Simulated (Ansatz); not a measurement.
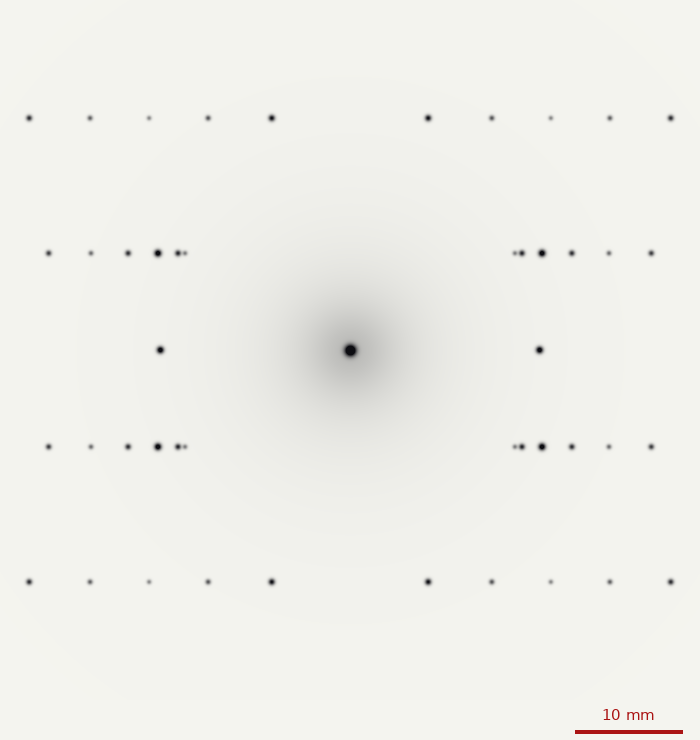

Simulated X-ray rotation photograph: Cu Kα radiation (λ = 1.5418 Å), cylindrical film of radius 28.65 mm unrolled, rotation axis vertical and normal to the beam, kinematic intensities without Lorentz or polarisation factors, the film spanning ±63° about the beam; spots down to d = 1.40 Å.

Question: What lattice repeat along the rotation axis do the layer lines give?

Answer: The first layer line lies 9.1 mm from the equator, so tan ν = 0.318, sin ν = 0.303 and the period is λ/sin ν = 5.09 Å. Further lines follow at 21.8 mm.

The crystal is Ta, space group P6_3/mmc (No. 194), a = 2.94 Å, c = 10.06 Å (hexagonal axes). Structure: the end point of a relaxation with Ansatz, DFT, PBE, plane waves (420 eV) with PAW, scalar-relativistic; the starting structure was generated, so it need not be a known form of this composition.

Question: About which axis was it rotated?

Answer: About [210] (or an equivalent direction), whose length in the conventional cell is 5.089 Å.
